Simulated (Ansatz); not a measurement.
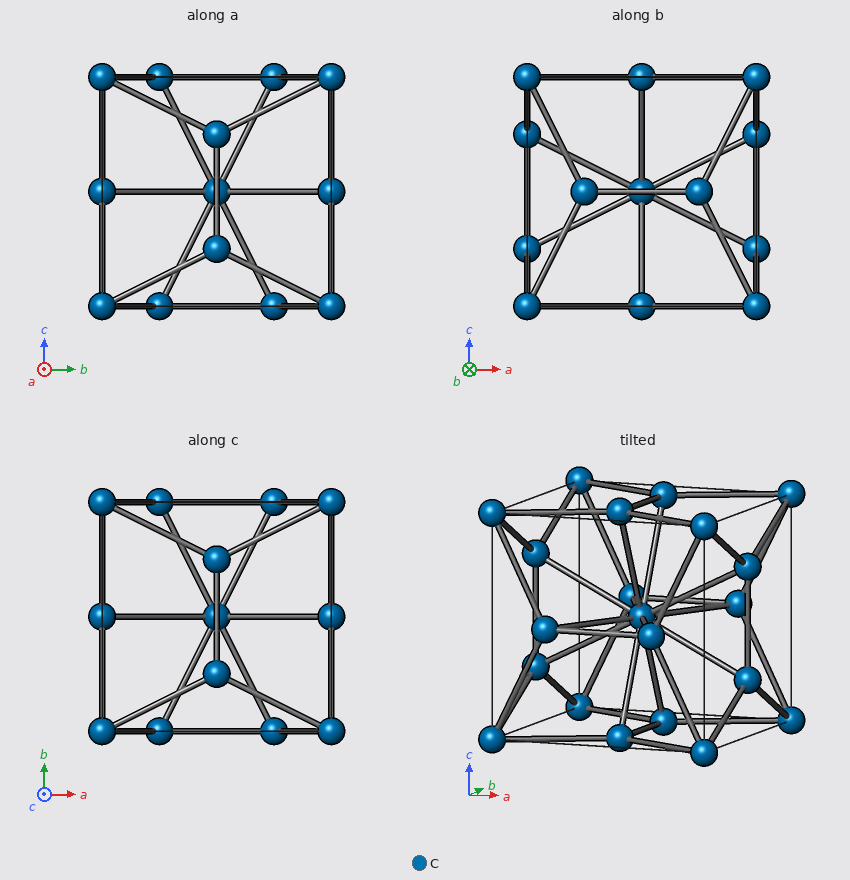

A ball-and-stick rendering, viewed along the a axis, along the b axis, along the c axis and slightly off an axis. The lines enclose the conventional unit cell; boundary atoms appear with their images.

Lattice parameters: a = 3.902 Å, b = 3.902 Å, c = 3.902 Å, α = 90.00°, β = 90.00°, γ = 90.00°. Put a along x and b in the xy plane.

**From the views, write a POSCAR file.**

```
C
1.0
     3.902    0.000    0.000
     0.000    3.902    0.000
     0.000    0.000    3.902
C
8
Direct
  0.0000 0.0000 0.0000
  0.5000 0.5000 0.5000
  0.2500 0.0000 0.5000
  0.7500 0.0000 0.5000
  0.5000 0.2500 0.0000
  0.5000 0.7500 0.0000
  0.0000 0.5000 0.2500
  0.0000 0.5000 0.7500
```

The cell started as a structure type filled with this element by a generator (whether the element takes this form wasn't checked). What is shown is the relaxed result from Ansatz, DFT, RPBE, plane waves (420 eV) with PAW, scalar-relativistic.
